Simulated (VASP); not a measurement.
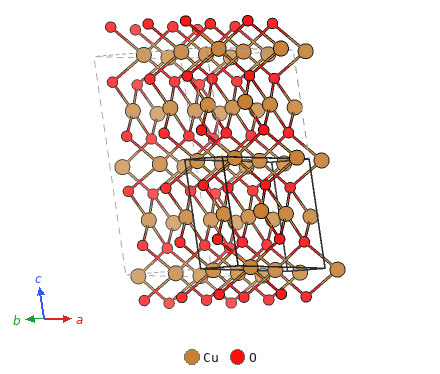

The compound is CuO (space group Cc, No. 9), taken as an entry of the Crystallography Open Database, as set up for an electronic-structure calculation.

Bonds are taken as Cu–O below 2.3 Å; no other contact counts. Simplification: prune 0- and 1-connected atoms, fold 2-connected ones into links.

What kind of net remains, and which atoms are its nodes?

Answer. A binodal (4,4)-connected, three-periodic net: O is a 4-connected node; Cu is a 4-connected node, in the ratio 1:1.

Name the underlying net.

Answer. It is the pts net, known from cooperite, PtS.

Is the net interpenetrated?

Answer. It is a single net, without interpenetration.

Give the point symbol of each node (shortest cycle at each angle).

Answer. O: 4^2.8^4; Cu: 4^2.8^4.
